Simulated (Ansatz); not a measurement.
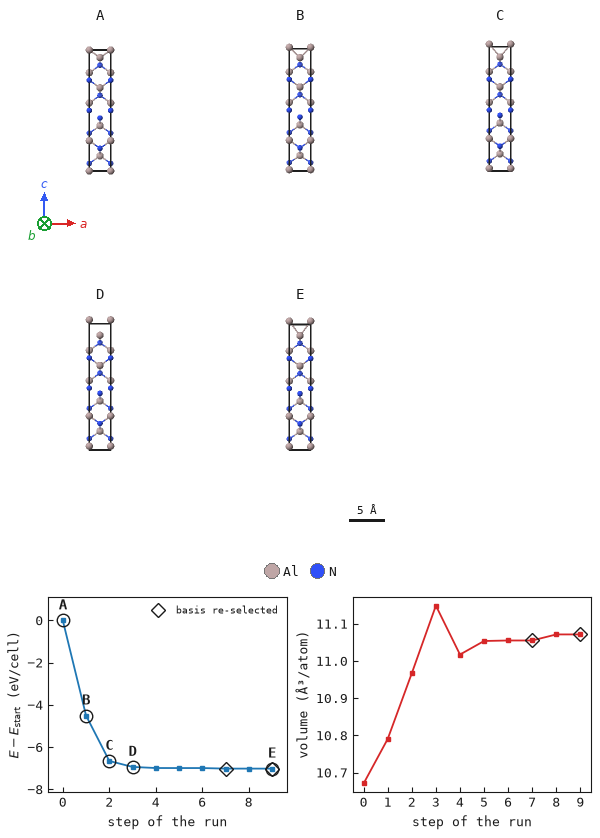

Frames of a relaxation of an interface cell of composition AlN, marked on the history of the run. A ball-and-stick model of the cell of the calculation, reduced to other axes, seen along the b axis. Lengths and directions refer to the drawn axes.

Case: antiphase boundary on (0 0 1), species swapped.

Theory: DFT PBE, scalar-relativistic, plane waves, PAW (Ansatz).

The input:
```yaml
crystal:
  lattice:
    - [3.113514336, 0.0, 0.0]
    - [0.0, 3.113514336, 0.0]
    - [0.0, 0.0, 17.6126968024]
  atoms:
    - { symbol: Al, position: [0.0, 0.0, 0.0] }
    - { symbol: Al, position: [0.5, 0.5, 0.125] }
    - { symbol: "N", position: [0.0, 0.5, 0.1875] }
    - { symbol: "N", position: [0.5, 0.0, 0.0625] }
    - { symbol: Al, position: [0.0, 0.0, 0.25] }
    - { symbol: Al, position: [0.5, 0.5, 0.375] }
    - { symbol: "N", position: [0.0, 0.5, 0.4375] }
    - { symbol: "N", position: [0.5, 0.0, 0.3125] }
    - { symbol: "N", position: [0.0, 0.0, 0.5] }
    - { symbol: "N", position: [0.5, 0.5, 0.625] }
    - { symbol: Al, position: [0.0, 0.5, 0.6875] }
    - { symbol: Al, position: [0.5, 0.0, 0.5625] }
    - { symbol: "N", position: [0.0, 0.0, 0.75] }
    - { symbol: "N", position: [0.5, 0.5, 0.875] }
    - { symbol: Al, position: [0.0, 0.5, 0.9375] }
    - { symbol: Al, position: [0.5, 0.0, 0.8125] }
basis:
  ecutwfc: 420
kpoints:
  mp_grid: { grid: [8, 8, 2] }
hamiltonian:
  xc: pbe
scf:
  occupations: { method: gaussian, width: 0.05 }
output:
  forces: true
  stress: true
  eigenvalues: true
  populations: true
  write_density: true
  write_potential: true
  elf: true
  volumetric_format: npy
relax:
  adjacent_minimum: "off"
  f_tol: 0.02
  max_steps: 45
  cell: { fix: [a, b, alpha, beta, gamma], stress_tol: 0.1 }
```

Launched with:
```bash
ansatz run input.yaml --threads 2 --pin off --max-ram 5120MiB --backend cpu --events-out ev --progress --plain --runs-dir out
```

Q: Describe the path.

A: The energy falls by 7.016 eV per cell of the calculation in 7 accepted moves (9 points after the start). Largest force component: 15 eV/Å at the start, 0.0051 eV/Å at the end. The pressure goes from 15.20 to 1.54 GPa. At 2 points the geometry stayed and the basis and grid were re-selected for the new cell (energy shift of 26.3 meV per cell of the calculation at most each time). The largest moves relative to the cell, 0.49 Å, are those of Al1 and Al15. Al1 goes along +c. By element the largest moves are Al 0.49 Å, N 0.47 Å. Cell: a = b unchanged at 3.114 Å, c 17.613 → 18.274 Å (+3.8 %). Volume +3.8 %. Some distances before and after: Al1–Al15 1.907 → 2.629 Å, Al1–N4 1.907 → 1.918 Å, Al2–N4 1.907 → 1.903 Å. Bond angles that change, for instance: Al15–Al1–Al15 109.5° → 72.6°, N4–Al1–Al15 109.5° → 118.1°. From step 0 to 1: Al atoms move most (0.19 Å), volume +1.1 %, energy −4.504 eV per cell of the calculation. From step 1 to 2: N atoms move most (0.20 Å), volume +1.6 %, energy −2.150 eV per cell of the calculation. From step 2 to 3: Al atoms move most (0.21 Å), volume +1.7 %, energy −0.282 eV per cell of the calculation. From step 3 to 9: Al atoms move most (0.06 Å), volume −0.7 %, energy −80.6 meV per cell of the calculation.
